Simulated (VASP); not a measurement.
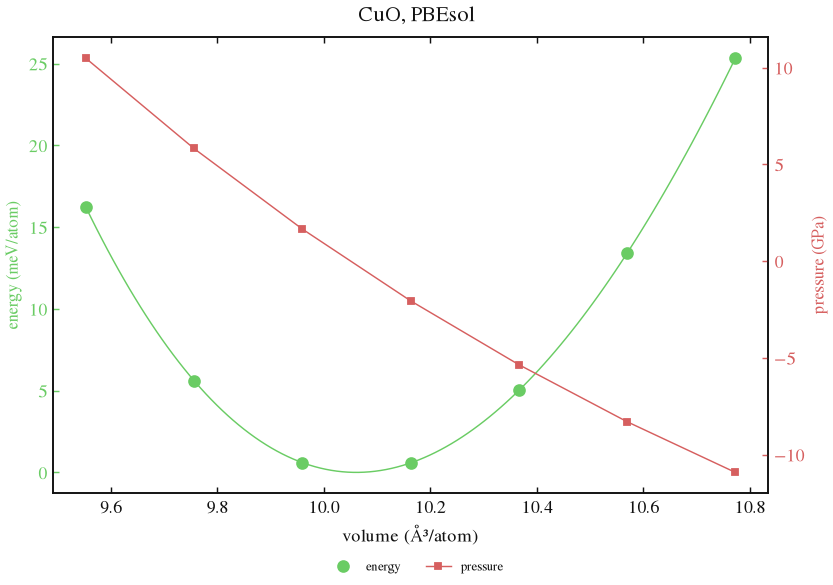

The figure shows the energy and pressure against volume for CuO, space group Cc (No. 9).

Cell as given: a = 2.904 Å, b = 2.904 Å, c = 5.132 Å, α = 97.78°, β = 97.78°, γ = 72.32°; 4 atoms.

Method: plane-wave DFT, no spin polarisation; energies at scaled volumes of the given cell, shape and fractions fixed, counted from the fit's minimum, third-order Birch-Murnaghan fit (VASP 6.6.1). Level: PBEsol.

```csv
setting,value
k mesh,10×10×5
occupations,Fermi–Dirac
smearing width,0.05 eV
potentials,"VASP PAW PBE potentials, recommended"
wave cutoff,520 eV
```

What equilibrium volume and bulk modulus follow from the curve?

A third-order Birch–Murnaghan fit gives V0 = 10.06 Å³/atom, B0 = 184 GPa and B′ = 4.7.

How does the pressure vary with volume?

It falls from 10.49 GPa at volume 9.55 Å³/atom to −10.92 GPa at 10.77 Å³/atom, and changes sign near 10.05 Å³/atom.

Limits of the calculation: shape and atomic fractions are frozen while scaling, which makes layered, chain and framework solids too stiff.
